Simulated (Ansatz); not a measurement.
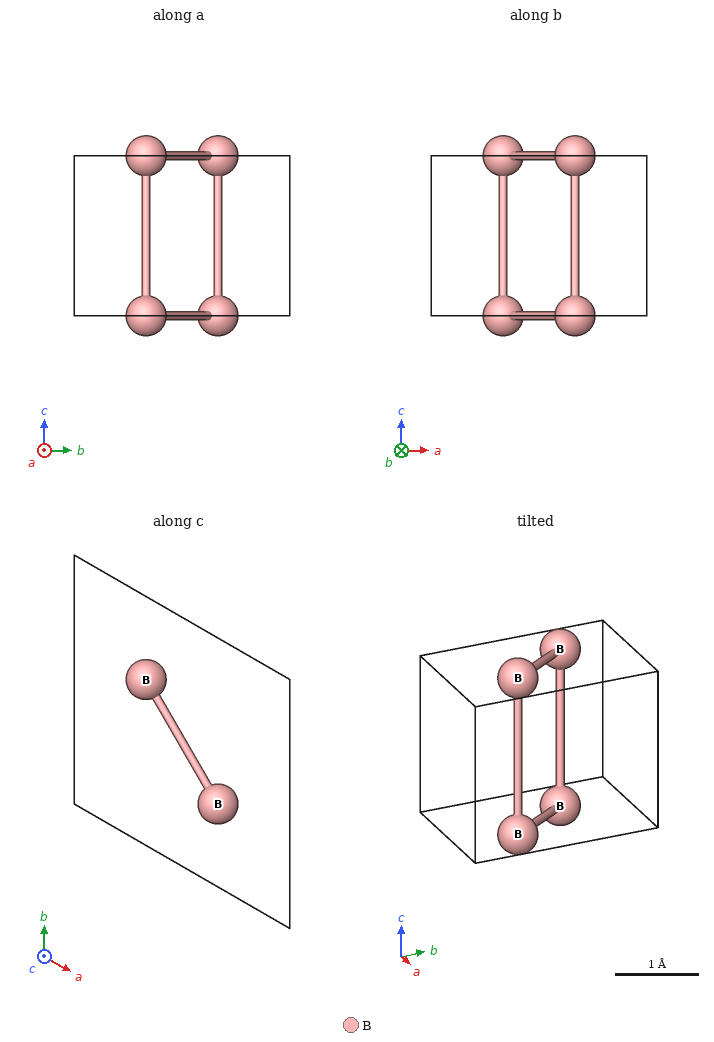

This ball-and-stick model is shown along the a axis, along the b axis, along the c axis and slightly off an axis. The conventional unit cell is outlined; an atom on or near a face, edge or corner is repeated at each equivalent position.

Lattice parameters: a = 3.011 Å, b = 3.011 Å, c = 1.935 Å, α = 90.00°, β = 90.00°, γ = 120.00°.

Question: From the views, write a table of Wyckoff sites.

Answer: Space group P6/mmm (No. 191).
```csv
atom,site,x,y,z
B,2c,0.6667,0.3333,0.0000
```

Starting structure: a structure type filled with this element by a generator (whether the element takes this form wasn't checked). Earlier steps of the study may have refined or changed the cell and positions. Ansatz was used for an electronic-structure calculation on it.
